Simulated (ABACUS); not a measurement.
## Single-point calculation at one volume of an equation of state of Ni (part 3 of 3)

Continued. System: Ni (P6₃/mmc, 2 atoms in the cell). Method: Kohn-Sham DFT of a periodic cell, PBE, PseudoDojo NC SR 0.4.1 PBE standard, spin-polarised (ABACUS 3.10.1); cutoff 1360.57 eV, 12×12×7 k-mesh, fermi-dirac of 0.05 eV, collinear spins. The structure derives from a Materials Project entry. It belongs to a series of runs on one base structure; here: volume scaled by 0.94. The settings are looser than a standard set-up, so the numbers are not reference values.

Geometry of the input (Å; fractional positions):
```
2.3980  0.0000  0.0000
-1.1990  2.0768  0.0000
0.0000  0.0000  3.9897
Ni 0.6667  0.3333  0.7500
Ni 0.3333  0.6667  0.2500
```

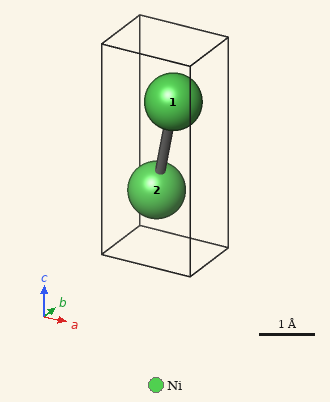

*The structure as given in the input (ball-and-stick view of the cell of the calculation, seen slightly off an axis; atoms are numbered from 1 in the order of the input).*

## File mulliken.txt, continued
```
dz^2                                   0              0.9356              0.7660              1.7016              0.1696
dxz                                    0              0.9452              0.8311              1.7763              0.1141
dyz                                    0              0.9680              0.8343              1.8024              0.1337
dx^2-y^2                               0              0.9347              0.7485              1.6832              0.1862
dxy                                    0              0.9570              0.8322              1.7892              0.1248
SUM OVER M                                            4.7406              4.0121              8.7527              0.7284
SUM OVER M+Zeta                                       4.7406              4.0121              8.7527              0.7284

SUM OVER M+Zeta+L                                     9.3625              8.6375             18.0000              0.7251

Total Charge on atom:                 Ni             18.0000
Total Magnetism on atom:              Ni              0.7251
```
